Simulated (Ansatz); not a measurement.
Consider W5S11 (cell with a defect).

Input file:

```
crystal:
  lattice:
    - [6.3194333852, -10.9455796982, 0.0]
    - [6.3194333852, 10.9455796982, 0.0]
    - [0.0, 0.0, 16.9394671916]
  atoms:
    - { symbol: S, position: [0.6666666667, 0.0833333333, 0.0] }
    - { symbol: W, position: [0.4166666667, 0.0833333333, 0.0] }
    - { symbol: W, position: [0.1666666667, 0.0833333333, 0.0] }
    - { symbol: W, position: [0.9166666667, 0.0833333333, 0.0] }
    - { symbol: W, position: [0.6666666667, 0.3333333333, 0.0] }
    - { symbol: W, position: [0.4166666667, 0.3333333333, 0.0] }
    - { symbol: W, position: [0.1666666667, 0.3333333333, 0.0] }
    - { symbol: W, position: [0.9166666667, 0.3333333333, 0.0] }
    - { symbol: W, position: [0.6666666667, 0.5833333333, 0.0] }
    - { symbol: W, position: [0.4166666667, 0.5833333333, 0.0] }
    - { symbol: W, position: [0.1666666667, 0.5833333333, 0.0] }
    - { symbol: W, position: [0.9166666667, 0.5833333333, 0.0] }
    - { symbol: W, position: [0.6666666667, 0.8333333333, 0.0] }
    - { symbol: W, position: [0.4166666667, 0.8333333333, 0.0] }
    - { symbol: W, position: [0.1666666667, 0.8333333333, 0.0] }
    - { symbol: W, position: [0.9166666667, 0.8333333333, 0.0] }
    - { symbol: S, position: [0.8333333333, 0.1666666667, 0.9069626205] }
    - { symbol: S, position: [0.5833333333, 0.1666666667, 0.9069626205] }
    - { symbol: S, position: [0.3333333333, 0.1666666667, 0.9069626205] }
    - { symbol: S, position: [0.0833333333, 0.1666666667, 0.9069626205] }
    - { symbol: S, position: [0.8333333333, 0.4166666667, 0.9069626205] }
    - { symbol: S, position: [0.5833333333, 0.4166666667, 0.9069626205] }
    - { symbol: S, position: [0.3333333333, 0.4166666667, 0.9069626205] }
    - { symbol: S, position: [0.0833333333, 0.4166666667, 0.9069626205] }
    - { symbol: S, position: [0.8333333333, 0.6666666667, 0.9069626205] }
    - { symbol: S, position: [0.5833333333, 0.6666666667, 0.9069626205] }
    - { symbol: S, position: [0.3333333333, 0.6666666667, 0.9069626205] }
    - { symbol: S, position: [0.0833333333, 0.6666666667, 0.9069626205] }
    - { symbol: S, position: [0.8333333333, 0.9166666667, 0.9069626205] }
    - { symbol: S, position: [0.5833333333, 0.9166666667, 0.9069626205] }
    - { symbol: S, position: [0.3333333333, 0.9166666667, 0.9069626205] }
    - { symbol: S, position: [0.0833333333, 0.9166666667, 0.9069626205] }
    - { symbol: S, position: [0.8333333333, 0.1666666667, 0.0930373795] }
    - { symbol: S, position: [0.5833333333, 0.1666666667, 0.0930373795] }
    - { symbol: S, position: [0.3333333333, 0.1666666667, 0.0930373795] }
    - { symbol: S, position: [0.0833333333, 0.1666666667, 0.0930373795] }
    - { symbol: S, position: [0.8333333333, 0.4166666667, 0.0930373795] }
    - { symbol: S, position: [0.5833333333, 0.4166666667, 0.0930373795] }
    - { symbol: S, position: [0.3333333333, 0.4166666667, 0.0930373795] }
    - { symbol: S, position: [0.0833333333, 0.4166666667, 0.0930373795] }
    - { symbol: S, position: [0.8333333333, 0.6666666667, 0.0930373795] }
    - { symbol: S, position: [0.5833333333, 0.6666666667, 0.0930373795] }
    - { symbol: S, position: [0.3333333333, 0.6666666667, 0.0930373795] }
    - { symbol: S, position: [0.0833333333, 0.6666666667, 0.0930373795] }
    - { symbol: S, position: [0.8333333333, 0.9166666667, 0.0930373795] }
    - { symbol: S, position: [0.5833333333, 0.9166666667, 0.0930373795] }
    - { symbol: S, position: [0.3333333333, 0.9166666667, 0.0930373795] }
    - { symbol: S, position: [0.0833333333, 0.9166666667, 0.0930373795] }
  host:
    lattice:
      - [3.1597166926, 0.0, 0.0]
      - [-1.5798583463, 2.7363949246, 0.0]
      - [0.0, 0.0, 16.9394671916]
    atoms:
      - { symbol: W, position: [0.3333333333, 0.6666666667, 0.0] }
      - { symbol: S, position: [0.6666666667, 0.3333333333, 0.9069626205] }
      - { symbol: S, position: [0.6666666667, 0.3333333333, 0.0930373795] }
basis:
  ecutwfc: 420
  xc_grid: 2
kpoints:
  mp_grid: { grid: [2, 2, 2], shift: [0.0, 0.0, 0.0] }
hamiltonian:
  xc: pbe
  dispersion: d3bj
scf:
  occupations: { method: gaussian, width: 0.01 }
output:
  forces: true
  stress: false
  eigenvalues: true
  charged_corrections:
    defect_position: [0.66666667, 0.08333333, 0.0]
    epsilon: [[5.6101, 0.0, 0.0], [0.0, 5.6101, 0.0], [0.0, 0.0, 1.4325]]
  write_density: true
  write_potential: true
  elf: true
  volumetric_format: npy
relax:
  adjacent_minimum: "off"
  f_tol: 0.025
  max_steps: 45
```

Run with:

```sh
ansatz run input.yaml --threads 4 --pin off --max-ram 6144MiB --backend cpu --events-out ev --progress --plain --runs-dir out
```

The fields are those of the relaxed geometry.

Theory: DFT PBE+D3(BJ), scalar-relativistic, plane waves, PAW in Ansatz.

**Predict the valence pseudo-density and electron localisation function between the atoms.**

S–S (2.37 Å): ρ at the midpoint is about 0.58 e/Å³; the ELF peaks at about 0.85 in the valence shell of S, 0.7 Å from its nucleus, and drops to about 0.60 between the two atoms.
W–S (2.41 Å): the density is about 0.63 e/Å³ at the midpoint; the ELF peaks at about 0.85 in the valence shell of S, 0.8 Å from its nucleus, and is about 0.50 at the midpoint.

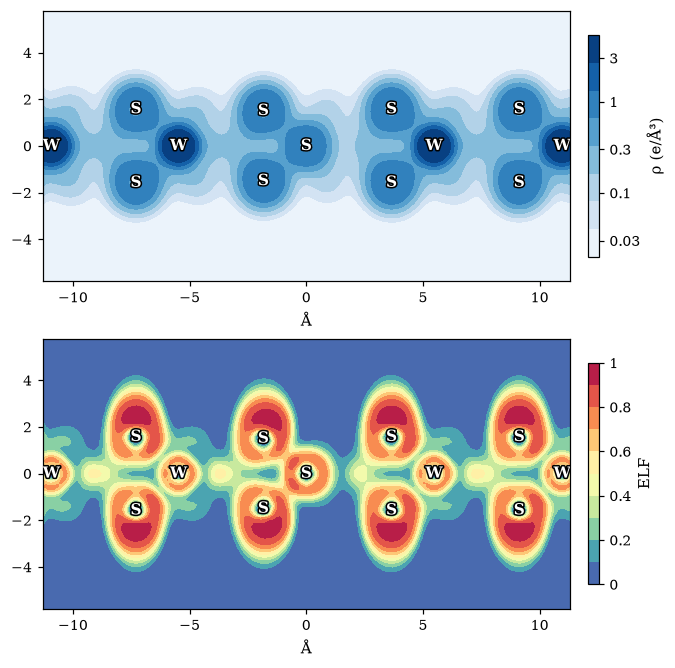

Computed valence pseudo-density and electron localisation function on the (110) plane of the calculation cell, a cut from vacuum to vacuum, in this order. 
